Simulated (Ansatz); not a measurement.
Input

```
crystal:
  lattice:
    - [3.5613456454, 0.0, 0.0]
    - [-1.7806728227, 3.0842158006, 0.0]
    - [0.0, 0.0, 3.698477975]
  atoms:
    - { symbol: Se, position: [0.3333333333, 0.6666666667, 0.25] }
    - { symbol: Se, position: [0.6666666667, 0.3333333333, 0.75] }
hamiltonian:
  xc: rpbe
  pseudopotentials:
    kind: paw
    azcp:
      Se: "pseudopotentials/Se.paw.azcp"
basis:
  ecutwfc: 420
  fft_grid_basis: typed
kpoints:
  mp_grid: { grid: [11, 11, 9], shift: [0, 0, 0] }
magnetization:
  spin_polarized: false
scf:
  occupations: { method: fermi_dirac, width: 0.1 }
  lower_state_search: "off"
output:
  stress: true
  write_density: true
  write_potential: true
  elf: true
  volumetric_format: npy
```

Below, planes, directions and counts refer to the conventional cell (a = 3.56 Å, b = 3.56 Å, c = 3.70 Å, α = 90.00°, β = 90.00°, γ = 120.00°).

Space group P6₃/mmc; set up as Se, hcp; a generated structure, not necessarily the stable one; changed on purpose from its base cell (volume × 0.88); computed pressure about 10 GPa in this cell.

All numbers below come from DFT, RPBE, plane waves (420 eV) with PAW, scalar-relativistic (Ansatz 0.2.0).

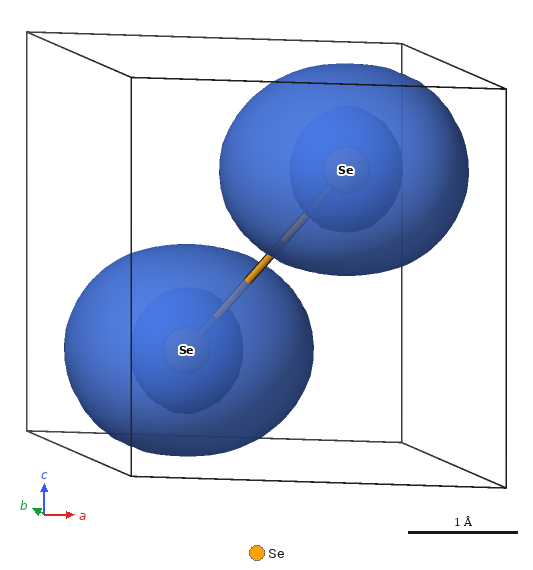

Se. Isosurface of the ELF at 0.65 (blue), seen at an oblique angle. Core shells and regions of very low density are left out. Sticks mark near contacts.

> Describe the localisation domains.

The ELF exceeds this value in two regions wrapped around Se (the valence shell of each), counted in one cell of 2 atoms. Any copies at cell faces, edges or corners count once. Along the contacts the grid gives the following. Se–Se (2.77 Å): the ELF is about 0.45 at the midpoint.

> Does the calculation give a band gap?

It is gapless in this calculation (a metal or semimetal).
